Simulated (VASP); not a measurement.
Run report: MoS$_{2}$, geometry relaxation (part 2 of 2)

Continued. System: MoS$_{2}$ (R-3m, 3 atoms in the cell). Method: Kohn-Sham DFT of a periodic cell, r2SCAN, VASP PAW PBE potentials, recommended (VASP 6.6.1); cutoff 600 eV, 7×7×7 k-mesh, Gaussian smearing of 0.05 eV. The structure derives from an entry of the Crystallography Open Database. The run did not end well.

Geometry of the input (Å; fractional positions):
```
1.5855  0.9154  6.1150
-1.5855  0.9154  6.1150
0.0000  -1.8308  6.1150
Mo 0.0000  0.0000  0.0000
S  0.2500  0.2500  0.2500
S  0.7500  0.7500  0.7500
```

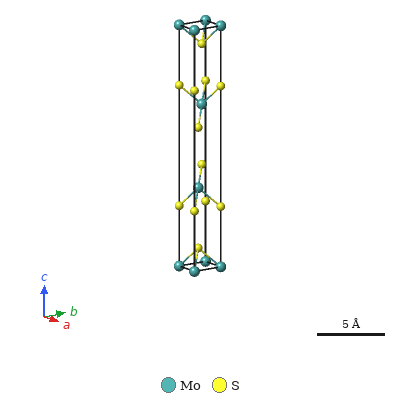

*The input geometry (ball-and-stick view of the cell 3 times as large as that of the calculation, set on its symmetry axes, seen slightly off an axis).*

## Parts of OUTCAR, continued
```
   k-points           NKPTS =     44   k-points in BZ     NKDIM =     44   number of bands    NBANDS=     17
   number of dos      NEDOS =    301   number of ions     NIONS =      3
   total plane-waves  NPLWV = 157464
   dimension x,y,z NGX =    54 NGY =   54 NGZ =   54
   dimension x,y,z NGXF=   108 NGYF=  108 NGZF=  108
   ions per type =               1   2
   NGX,Y,Z   is equivalent  to a cutoff of  14.06, 14.06, 14.06 a.u.
   NGXF,Y,Z  is equivalent  to a cutoff of  28.13, 28.13, 28.13 a.u.
 SYSTEM =  MoS2
   PREC   = accura    normal or accurate (medium, high low for compatibility)
   ISTART =      0    job   : 0-new  1-cont  2-samecut
   ICHARG =      2    charge: 1-file 2-atom 10-const
   ISPIN  =      1    spin polarized calculation?
   LNONCOLLINEAR =      F non collinear calculations
   LSORBIT =      F    spin-orbit coupling
   LASPH  =      T    aspherical Exc in radial PAW
   ENCUT  =  600.0 eV  44.10 Ry    6.64 a.u.  12.75 12.75 12.75*2*pi/ulx,y,z
   NELM   =    100;   NELMIN=  2; NELMDL= -5     # of ELM steps
   EDIFF  = 0.1E-05   stopping-criterion for ELM
   LREAL  =      F    real-space projection
   EDIFFG = -.1E-01   stopping-criterion for IOM
   NSW    =     40    number of steps for IOM
   IBRION =      2    ionic relax: 0-MD 1-quasi-New 2-CG
   NFREE  =      1    steps in history (QN), initial steepest desc. (CG)
   ISIF   =      3    stress and relaxation
   ISYM   =      2    0-nonsym 1-usesym 2-fastsym
   POTIM  = 0.5000    time-step for ionic-motion
   TEBEG  =    0.0;   TEEND  =   0.0 temperature during run
   PSTRESS=    0.0 pullay stress
   NELECT =      26.0000    total number of electrons
   NUPDOWN=      -1.0000    fix difference up-down
   EMIN   =  10.00;   EMAX   =-10.00  energy-range for DOS
   EFERMI =   0.00;   METHOD = LEGACY
   ISMEAR =     0;   SIGMA  =   0.05  broadening in eV -4-tet -1-fermi 0-gaus
   EFERMI_NEDOS =   21; number of points for ismear=-14 and -15
   IALGO  =     38    algorithm
   IMIX   =      4    mixing-type and parameters
     AMIX     =   0.40;   BMIX     =  1.00
     AMIX_MAG =   1.60;   BMIX_MAG =  1.00
  volume/ion in A,a.u.               =      17.75       119.78
  Fermi-wavevector in a.u.,A,eV,Ry     =   1.289118  2.436081 22.610522  1.661826
  Thomas-Fermi vector in A             =   2.421031
   LORBIT       =      0    0 simple, 1 ext, 2 COOP (PROOUT), +10 PAW based schemes
   METAGGA = R2SCAN    functional components
   LHFCALC =     F    Hartree Fock is set to
   AEXX    =    0.0000 exact exchange contribution
   IVDW    =     0    specifies the selected vdW correction
   LEPSILON=     F    determine dielectric tensor
   LRPA    =     F    only Hartree local field effects (RPA)
 conjugate gradient relaxation of ions
 non-spin polarized calculation
 Gauss-broadening in eV      SIGMA  =   0.05
  energy-cutoff  :      600.00
  volume of cell :       53.25
 maximum number of plane-waves:      1794
 NGX is ok and might be reduce to    54
   NGX = 25   NGY = 25   NGZ = 25

--------------------------------------- Ionic step        1  -------------------------------------------

 number of electron      26.0000000 magnetization

 Free energy of the ion-electron system (eV)
  ---------------------------------------------------
  ext. energy  EPLUGINS =         0.00000000
  ---------------------------------------------------
  free energy    TOTEN  =       -44.10202816 eV

  energy without entropy =      -44.09885814  energy(sigma->0) =      -44.10044315

------------------------ aborting loop because EDIFF is reached ----------------------------------------

  FORCE on cell =-STRESS in cart. coord.  units (eV):
  Direction    XX          YY          ZZ          XY          YZ          ZX
  --------------------------------------------------------------------------------------
  -------------------------------------------------------------------------------------
  Total        2.2626397      2.2626397      2.7647692      0.0000000      0.0000000      0.0000000
  in kB       68.0779771     68.0779771     83.1859787      0.0000000      0.0000000      0.0000000
  external PRESSURE =      73.1139776 kB  Pullay stress =       0.0000000 kB

 VOLUME and BASIS-vectors are now :
 -----------------------------------------------------------------------------
  energy-cutoff  :      600.00
  volume of cell :       53.25
      direct lattice vectors                 reciprocal lattice vectors
     1.585500000  0.915388852  6.114996667     0.315357931  0.182071986  0.054510796
    -1.585500000  0.915388852  6.114996667    -0.315357931  0.182071986  0.054510796
     0.000000000 -1.830777704  6.114996667     0.000000000 -0.364143973  0.054510796

 POSITION                                       TOTAL-FORCE (eV/Angst)
 -----------------------------------------------------------------------------------
      0.00000      0.00000      0.00000        -0.000000      0.000000      0.000000
      0.00000      0.00000      4.58625         0.000000     -0.000000     -0.814749
      0.00000      0.00000     13.75874         0.000000      0.000000      0.814749
 -----------------------------------------------------------------------------------
    total drift:                                0.000000     -0.000000     -0.000000

  FREE ENERGIE OF THE ION-ELECTRON SYSTEM (eV)
  ---------------------------------------------------
  free  energy   TOTEN  =       -44.1020281602 eV

  energy  without entropy=      -44.0988581401  energy(sigma->0) =      -44.10044315

--------------------------------------- Ionic step        2  -------------------------------------------

 number of electron      26.0000001 magnetization

------------------------ aborting loop because EDIFF is reached ----------------------------------------

  FORCE on cell =-STRESS in cart. coord.  units (eV):
  Direction    XX          YY          ZZ          XY          YZ          ZX
  --------------------------------------------------------------------------------------
  -------------------------------------------------------------------------------------
  Total       -3.6089973     -3.6089973     -5.1893391      0.0000000      0.0000000      0.0000000
  in kB      -96.7929141    -96.7929141   -139.1775107      0.0000000      0.0000000      0.0000000
  external PRESSURE =    -110.9211130 kB  Pullay stress =       0.0000000 kB

 VOLUME and BASIS-vectors are now :
 -----------------------------------------------------------------------------
  energy-cutoff  :      600.00
  volume of cell :       59.74
      direct lattice vectors                 reciprocal lattice vectors
     1.643188811  0.948695502  6.386869023     0.304286395  0.175679832  0.052190413
    -1.643188811  0.948695502  6.386869023    -0.304286395  0.175679832  0.052190413
     0.000000000 -1.897391004  6.386869023     0.000000000 -0.351359664  0.052190413

 POSITION                                       TOTAL-FORCE (eV/Angst)
 -----------------------------------------------------------------------------------
     -0.00000     -1.89739      6.38687        -0.000000      0.000000      0.000000
      0.00000      0.00000      4.74910         0.000000     -0.000000      1.582718
      0.00000      0.00000     14.41151         0.000000      0.000000     -1.582718
 -----------------------------------------------------------------------------------
    total drift:                               -0.000000     -0.000000     -0.000000

  FREE ENERGIE OF THE ION-ELECTRON SYSTEM (eV)
  ---------------------------------------------------
  free  energy   TOTEN  =       -43.9417489850 eV

  energy  without entropy=      -43.9388258454  energy(sigma->0) =      -43.94028742

--------------------------------------- Ionic step        3  -------------------------------------------

 number of electron      25.9999999 magnetization

------------------------ aborting loop because EDIFF is reached ----------------------------------------

  FORCE on cell =-STRESS in cart. coord.  units (eV):
  Direction    XX          YY          ZZ          XY          YZ          ZX
  --------------------------------------------------------------------------------------
  -------------------------------------------------------------------------------------
  Total        0.0481164      0.0481164     -0.1405105      0.0000000     -0.0000000      0.0000000
  in kB        1.3938163      1.3938163     -4.0702531      0.0000000     -0.0000000      0.0000000
  external PRESSURE =      -0.4275402 kB  Pullay stress =       0.0000000 kB

 VOLUME and BASIS-vectors are now :
 -----------------------------------------------------------------------------
  energy-cutoff  :      600.00
  volume of cell :       55.31
      direct lattice vectors                 reciprocal lattice vectors
     1.604291543  0.926238154  6.203556319     0.311664050  0.179939323  0.053732620
    -1.604291543  0.926238154  6.203556319    -0.311664050  0.179939323  0.053732620
     0.000000000 -1.852476308  6.203556319     0.000000000 -0.359878647  0.053732620

 POSITION                                       TOTAL-FORCE (eV/Angst)
 -----------------------------------------------------------------------------------
     -0.00000      0.00000      0.00000         0.000000      0.000000      0.000000
      0.00000      0.00000      4.63853        -0.000000      0.000000      0.101883
      0.00000      0.00000     13.97214        -0.000000     -0.000000     -0.101883
 -----------------------------------------------------------------------------------
    total drift:                               -0.000000      0.000000     -0.000000

  FREE ENERGIE OF THE ION-ELECTRON SYSTEM (eV)
  ---------------------------------------------------
  free  energy   TOTEN  =       -44.1569296152 eV

  energy  without entropy=      -44.1539976258  energy(sigma->0) =      -44.15546362

[... ionic steps 4 to 8 ...]

--------------------------------------- Ionic step        9  -------------------------------------------

 number of electron      26.0000000 magnetization

------------------------ aborting loop because EDIFF is reached ----------------------------------------

  FORCE on cell =-STRESS in cart. coord.  units (eV):
  Direction    XX          YY          ZZ          XY          YZ          ZX
  --------------------------------------------------------------------------------------
  -------------------------------------------------------------------------------------
  Total       -0.1107106     -0.1107106     -0.0303612      0.0000000      0.0000000      0.0000000
  in kB       -3.1824915     -3.1824915     -0.8727640      0.0000000      0.0000000      0.0000000
  external PRESSURE =      -2.4125823 kB  Pullay stress =       0.0000000 kB

 VOLUME and BASIS-vectors are now :
 -----------------------------------------------------------------------------
  energy-cutoff  :      600.00
  volume of cell :       55.74
      direct lattice vectors                 reciprocal lattice vectors
     1.610009216  0.929539254  6.207050537     0.310557228  0.179300299  0.053702371
    -1.610009216  0.929539254  6.207050537    -0.310557228  0.179300299  0.053702371
     0.000000000 -1.859078509  6.207050537     0.000000000 -0.358600599  0.053702371

 POSITION                                       TOTAL-FORCE (eV/Angst)
 -----------------------------------------------------------------------------------
      0.00000     -0.00000      0.00000        -0.000000      0.000000      0.000000
      0.00000      0.00000      4.65008         0.000000     -0.000000      0.059324
      0.00000      0.00000     13.97108         0.000000      0.000000     -0.059324
 -----------------------------------------------------------------------------------
    total drift:                                0.000000      0.000000     -0.000000

  FREE ENERGIE OF THE ION-ELECTRON SYSTEM (eV)
  ---------------------------------------------------
  free  energy   TOTEN  =       -44.1580817770 eV

  energy  without entropy=      -44.1548877963  energy(sigma->0) =      -44.15648479

--------------------------------------- Ionic step       10  -------------------------------------------

 number of electron      26.0000000 magnetization

 E-fermi :   7.2368     XC(G=0): -11.2608     alpha+bet :-12.9445

 val. band max:        7.2165803614   @ k =   0.1429   0.0000   0.0000
 cond. band min:       7.2431092987   @ k =   0.1429   0.1429   0.0000
 fundamental gap:      0.0265289373
 Fermi energy:         7.2367732911

 k-point     1 :       0.0000    0.0000    0.0000
  band No.  band energies     occupation
      1     -56.7425      2.00000
      2     -30.0496      2.00000
      3     -30.0000      2.00000
      4     -30.0000      2.00000
      5      -8.4916      2.00000
      6      -6.9422      2.00000
      7       0.0486      2.00000
      8       2.8852      2.00000
      9       2.8852      2.00000
     10       5.2014      2.00000
     11       5.9487      2.00000
     12       6.0914      2.00000
     13       6.0914      2.00000
     14       6.7365      2.00000
     15       6.7365      2.00000
     16      10.4215      0.00000
     17      10.4215      0.00000

 k-point     2 :       0.1429    0.0000    0.0000
  band No.  band energies     occupation
      1     -56.7359      2.00000
      2     -30.0674      2.00000
      3     -30.0359      2.00000
      4     -30.0155      2.00000
      5      -8.1741      2.00000
      6      -6.8841      2.00000
      7       0.4543      2.00000
      8       2.2797      2.00000
      9       3.0282      2.00000
     10       4.4745      2.00000
     11       5.2799      2.00000
     12       5.3853      2.00000
     13       5.9813      2.00000
     14       7.2166      1.43210
     15       7.5453      0.00000
     16       9.8611      0.00000
     17      10.2660      0.00000

 k-point     3 :       0.2857    0.0000    0.0000
  band No.  band energies     occupation
      1     -56.7210      2.00000
      2     -30.2161      2.00000
      3     -30.0500      2.00000
      4     -30.0050      2.00000
      5      -7.4039      2.00000
      6      -6.6884      2.00000
      7       1.0679      2.00000
      8       1.9750      2.00000
      9       2.2404      2.00000
     10       3.0261      2.00000
     11       4.6280      2.00000
     12       5.0103      2.00000
     13       5.4921      2.00000
     14       7.9661      0.00000
     15       7.9981      0.00000
     16      10.2861      0.00000
     17      10.3137      0.00000

 k-point     4 :       0.4286   -0.0000    0.0000
  band No.  band energies     occupation
      1     -56.7089      2.00000
      2     -30.3330      2.00000
      3     -30.0775      2.00000
      4     -29.9802      2.00000
      5      -6.9346      2.00000
      6      -6.1670      2.00000
      7       0.3289      2.00000
      8       1.4123      2.00000
      9       2.2410      2.00000
     10       2.7614      2.00000
     11       3.9965      2.00000
     12       5.2396      2.00000
     13       5.3248      2.00000
     14       8.0724      0.00000
     15       8.8624      0.00000
     16      10.4341      0.00000
     17      11.1266      0.00000

 k-point     5 :       0.1429    0.1429    0.0000
  band No.  band energies     occupation
      1     -56.7359      2.00000
      2     -30.0674      2.00000
      3     -30.0359      2.00000
      4     -30.0155      2.00000
      5      -8.1597      2.00000
      6      -6.9071      2.00000
      7       0.5158      2.00000
      8       2.2467      2.00000
      9       3.0274      2.00000
     10       4.4397      2.00000
     11       5.2885      2.00000
     12       5.2956      2.00000
     13       6.0446      2.00000
     14       7.2431      0.85777
     15       7.5232      0.00000
     16       9.9381      0.00000
     17      10.2475      0.00000

 [... the levels of 18 k-points are left out ...]

 k-point    24 :       0.4286    0.2857    0.1429
  band No.  band energies     occupation
      1     -56.7251      2.00000
      2     -30.1655      2.00000
      3     -30.0506      2.00000
      4     -30.0134      2.00000
      5      -7.5018      2.00000
      6      -6.9102      2.00000
      7       1.2150      2.00000
      8       1.9418      2.00000
      9       2.5885      2.00000
     10       3.6547      2.00000
     11       3.7810      2.00000
     12       5.0088      2.00000
     13       6.3293      2.00000
     14       7.2558      0.59144
     15       8.2368      0.00000
     16       9.7820      0.00000
     17      10.3378      0.00000

 [... further k-points ...]

------------------------ aborting loop because EDIFF is reached ----------------------------------------

  FORCE on cell =-STRESS in cart. coord.  units (eV):
  Direction    XX          YY          ZZ          XY          YZ          ZX
  --------------------------------------------------------------------------------------
  -------------------------------------------------------------------------------------
  Total       -0.1033285     -0.1033285     -0.0373070      0.0000000     -0.0000000      0.0000000
  in kB       -2.9689998     -2.9689998     -1.0719636      0.0000000     -0.0000000      0.0000000
  external PRESSURE =      -2.3366544 kB  Pullay stress =       0.0000000 kB

 VOLUME and BASIS-vectors are now :
 -----------------------------------------------------------------------------
  energy-cutoff  :      600.00
  volume of cell :       55.76
      direct lattice vectors                 reciprocal lattice vectors
     1.609841214  0.929442258  6.211033020     0.310589638  0.179319011  0.053667938
    -1.609841214  0.929442258  6.211033020    -0.310589638  0.179319011  0.053667938
     0.000000000 -1.858884516  6.211033020     0.000000000 -0.358638022  0.053667938

 POSITION                                       TOTAL-FORCE (eV/Angst)
 -----------------------------------------------------------------------------------
     -0.00000     -0.00000      0.00000        -0.000000      0.000000     -0.000000
      0.00000      0.00000      4.65401         0.000000     -0.000000      0.056806
      0.00000      0.00000     13.97909         0.000000     -0.000000     -0.056806
 -----------------------------------------------------------------------------------
    total drift:                               -0.000000     -0.000000      0.000000

  FREE ENERGIE OF THE ION-ELECTRON SYSTEM (eV)
  ---------------------------------------------------
  free  energy   TOTEN  =       -44.1581928062 eV

  energy  without entropy=      -44.1550039055  energy(sigma->0) =      -44.15659836

--------------------------------------- Ionic step       11  -------------------------------------------

 number of electron      26.0000000 magnetization

 Free energy of the ion-electron system (eV)
  ---------------------------------------------------
  ext. energy  EPLUGINS =         0.00000000
  ---------------------------------------------------
  free energy    TOTEN  =       -44.15848388 eV

  energy without entropy =      -44.15530798  energy(sigma->0) =      -44.15689593

------------------------ aborting loop because hard stop was set ---------------------------------------
```

## Outcome

| quantity | value |
| --- | --- |
| outcome | stopped at the time limit |
| space group (tolerance 0.01 Å) | R-3m (166) |
| wall time | 67 min |

## What went wrong

The run was cut off by its time limit, so the output is incomplete.
